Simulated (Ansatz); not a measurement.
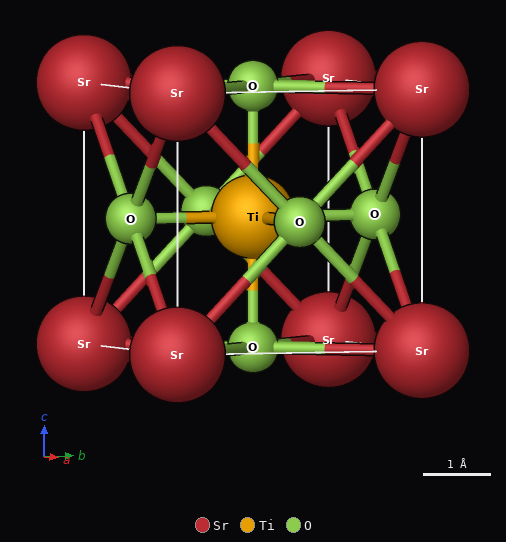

*The input geometry (ball-and-stick view of the cell of the calculation, seen at an oblique angle).*

## Single-point calculation, with input and output: SrTiO₃

System: SrTiO₃ (Pm-3m, 5 atoms in the cell).
Method: DFT PBE, scalar-relativistic, plane waves, PAW, no spin polarisation (Ansatz 0.2.0).

The structure derives from a Materials Project entry.

Output:
```
Engine: ansatz 0.2.0, x86_64-unknown-linux-gnu
Pseudopotentials: kind: paw
Pseudopotential: Sr, paw, valence charge 10, recommended cutoff 420 eV (normal), Sr.paw.azcp
Pseudopotential: Ti, paw, valence charge 12, recommended cutoff 420 eV (normal), Ti.paw.azcp
Pseudopotential: O, paw, valence charge 6, recommended cutoff 420 eV (normal), O.paw.azcp
Functional definition: PBE
  parameter kappa = 0.804
  parameter beta = 0.06672455060314922
  exchange = pbe_x(kappa = kappa, mu = beta*pi^2/3)
  correlation = pbe_c(beta = beta)
Crystal: 5 atoms, lattice volume = 59.900 Å³
Basis set: ecut = 420 eV, 1189 PW (Γ), exchange–correlation on 54×54×54 points (8 copies of the dense FFT grid, shifted against one another)
Bands: 25, of which v1, the nominal top of the filled ones, is band 20 counted from 1 (19 counted from 0)
Symmetry: 48 space group operations
Space group: Pm-3m (ITA 221), of the structure as read, at distance tolerance 3.9e-5 Å
k-points: 20 of 216
Non-local potential: Sr, projectors of the file, l = 0: 3, l = 1: 2, l = 2: 2
Non-local potential: Ti, projectors of the file, l = 0: 3, l = 1: 2, l = 2: 3, l = 3: 1
Non-local potential: O, projectors of the file, l = 0: 2, l = 1: 2, l = 2: 1
PAW form: soft (Blöchl's): semilocal exchange-correlation on the pseudo side does not see the compensation charge
PAW one-centre angular grid: Sr, 110 points (default); XC on 64 Gauss nodes
PAW one-centre angular grid: Ti, 590 points (default); XC on 64 Gauss nodes
PAW one-centre angular grid: O, 110 points (default); XC on 64 Gauss nodes
Initial density: superposition of atomic densities (neutral atoms: chi_scale 0, normalization atom), corrected by the library's trained network
Initial wavefunctions: pseudopotential atomic-orbital guess
Functional: x = pbe(κ = 0.804, μ = 0.2195149727645171), c = pbe(β = 0.06672455060314922)
SCF iter   1: F=—  HF=-7754.473929 eV  |F-HF|=—  |Δ(HF+E_count)|=         —  Δρ=1.96e-3  dr2=1.30e-3  ethr=1.77e-3  ⟨swp⟩=6.7  Hψ=2558  notcnv=0
preconditioner: auto → Resta (q_TF=auto, 2.551 Å⁻¹)  ε∞=5.6  [insulator: Δε(μ)=1.856 eV  Ē_g=12.212 eV  σ=0.100 eV  W_gap=1.00  n_scr=18 (ndim 8)  ℏωp=26.3 eV  f_vac=0.000  D(μ)=0.00/eV (n_scr^D=0)  ε∞_Penn≈5.6]
SCF iter   2: F=—  HF=-7754.476247 eV  |F-HF|=—  |Δ(HF+E_count)|=   2.32e-3  Δρ=9.16e-4  dr2=2.10e-4  ethr=3.25e-6  ⟨swp⟩=3.3  Hψ=1039  notcnv=0  defer=1
SCF iter   3: F=—  HF=-7754.476370 eV  |F-HF|=—  |Δ(HF+E_count)|=   1.24e-4  Δρ=2.12e-4  dr2=1.77e-5  ethr=5.25e-7  ⟨swp⟩=2.4  Hψ=686  notcnv=0  defer=1
SCF iter   4: F=—  HF=-7754.475755 eV  |F-HF|=—  |Δ(HF+E_count)|=   6.16e-4  Δρ=6.35e-5  dr2=3.02e-6  ethr=4.43e-8  ⟨swp⟩=2.0  Hψ=877  notcnv=0  defer=1
SCF iter   5: F=—  HF=-7754.475754 eV  |F-HF|=—  |Δ(HF+E_count)|=   2.51e-7  Δρ=2.40e-5  dr2=5.21e-7  ethr=7.55e-9  ⟨swp⟩=1.9  Hψ=508  notcnv=0  defer=1
SCF iter   6: F=-7754.475754 eV  HF=-7754.475754 eV  |F-HF|=2.88e-8  |Δ(HF+E_count)|=   6.45e-8  Δρ=5.12e-6  dr2=3.74e-8  ethr=2.50e-10  ⟨swp⟩=9.2  Hψ=2457  notcnv=0
SCF 1 converged in 6 iterations: F = -7754.475754 eV  dr2 = 3.74e-8
  greatest PAW one-centre occupation: 0.999 electrons in one spin orbital (limit 2), on the Ti atom at site 1 (counted from 0), in its partial waves of l = 0
SCF converged after 6 iterations
Free energy (F): -7754.475754 eV
Harris-Foulkes:  -7754.475754 eV  (|F-HF|=2.88e-8)
Internal energy: -7754.475754 eV  (E = F + TS)
E sigma→0 (E₀):  -7754.475754 eV
Fermi energy:    10.848998 eV
--- Per-component energies (eV) ---
  E_band       = -208.112363
  E_kinetic    = 1047.859699
  E_local      = -2391.657056  (includes V_loc(G=0)·N_el)
  E_nonlocal   = 347.977532
  E_hartree    = 837.110548
  E_xc         = -496.501485
  E_vxc        = -572.293107  (∫ρ·V_xc dr)
  E_paw        = -4213.661237  (= ΣΔE_a)
  E_vpaw       = -314.223374  (= ΣTr[D̂ρ^β])
  E_aug_tail   = 0.007579  (compensation charges beyond the density's cutoff)
  E_ewald      = -2885.611335
  E_smearing   = -0.000000  (= −TS)
  E_closure    = 0.000000  (closes the sum)
  Σ components = -7754.475754   (vs F -7754.475754, Δ=0.00e0)
--- Forces (eV/Å), atoms counted from 1 ---
  atom   1  Sr    -0.00000000     0.00000000     0.00000000
  atom   2  Ti     0.00000000    -0.00000000     0.00000000
  atom   3  O     -0.00000000    -0.00000000    -0.00000000
  atom   4  O      0.00000000    -0.00000000     0.00000000
  atom   5  O      0.00000000    -0.00000000    -0.00000000
  max |Σ_I F_I| component: 4.52e-29 eV/Å
--- Stress (GPa, compression-positive) ---
        3.221024      -0.000000       0.000000
        0.000000       3.221024       0.000000
        0.000000       0.000000       3.221024
  P = ⅓ Tr σ = 3.2210 GPa (32.210 kbar)
--- Band table (eV; the first three rows and the last of 20) ---
  k-point 0: bands = ["-46.5071", "-22.8204", "-22.7651", "-22.7651", "-22.7651", "-7.4850", "-6.5071", "-6.5071", "-4.8142", "-4.8142", "-4.8142", "7.1041", "7.1041", "7.1041", "8.7486", "8.7486", "8.7486", "9.5627", "9.5627", "9.5627", "11.7862", "11.7862", "11.7862", "14.2157", "14.2157"]
  k-point 1: bands = ["-46.5067", "-22.8565", "-22.7643", "-22.7643", "-22.7403", "-7.5008", "-6.5006", "-6.4975", "-4.8027", "-4.8027", "-4.6443", "6.7562", "7.0882", "7.0882", "8.4155", "8.4155", "8.5248", "8.8120", "9.4149", "9.4149", "11.8254", "12.3514", "12.3514", "14.2206", "14.9527"]
  k-point 2: bands = ["-46.5061", "-22.9062", "-22.7629", "-22.7629", "-22.7130", "-7.6181", "-6.4781", "-6.3253", "-4.7794", "-4.7794", "-4.3637", "6.0127", "7.0743", "7.0743", "7.8139", "7.8468", "7.8468", "8.1316", "9.2510", "9.2510", "11.9068", "13.2704", "13.2704", "14.2267", "15.9833"]
  k-point 19: bands = ["-46.5033", "-22.8276", "-22.8276", "-22.8276", "-22.7609", "-6.1538", "-6.1538", "-6.1538", "-5.0742", "-5.0742", "-5.0742", "5.3041", "5.7727", "5.7727", "6.2063", "6.2063", "6.2063", "9.9117", "9.9117", "9.9117", "14.3621", "14.3621", "14.3621", "16.8661", "16.8661"]
```

This output came from the following input.

Input:
```yaml
crystal:
  lattice:
    - [3.91270131, 0.0, 0.0]
    - [0.0, 3.91270131, 0.0]
    - [0.0, 0.0, 3.91270131]
  atoms:
    - { symbol: Sr, position: [0.0, 0.0, 0.0] }
    - { symbol: Ti, position: [0.5, 0.5, 0.5] }
    - { symbol: O, position: [0.5, 0.0, 0.5] }
    - { symbol: O, position: [0.5, 0.5, 0.0] }
    - { symbol: O, position: [0.0, 0.5, 0.5] }
basis:
  ecutwfc: 420
kpoints:
  mp_grid: { grid: [6, 6, 6] }
hamiltonian:
  xc: pbe
scf:
  occupations: { method: gaussian, width: 0.1 }
output:
  forces: true
  stress: true
  eigenvalues: true
```

Run as:
```bash
ansatz run input.yaml --threads 8 --pin off --max-ram 20480MiB --backend cpu --events-out ev --progress --plain --runs-dir out
```

Results in brief:

```csv
quantity,value
outcome,converged
space group (tolerance 0.01 Å),Pm-3m (221)
electrons treated,40
free energy,−7754.4758 eV
Fermi energy,10.849 eV
gap on the k-point mesh,1.87 eV
pressure,3.22 GPa
largest force (length of the vector),under 0.001 eV/Å
hardware,"8 threads of AMD EPYC (Zen 3), 189 GiB of memory available, shared host"
wall time,5.7 s (CPU time 6.1 s)
peak memory,0.4 GiB
```
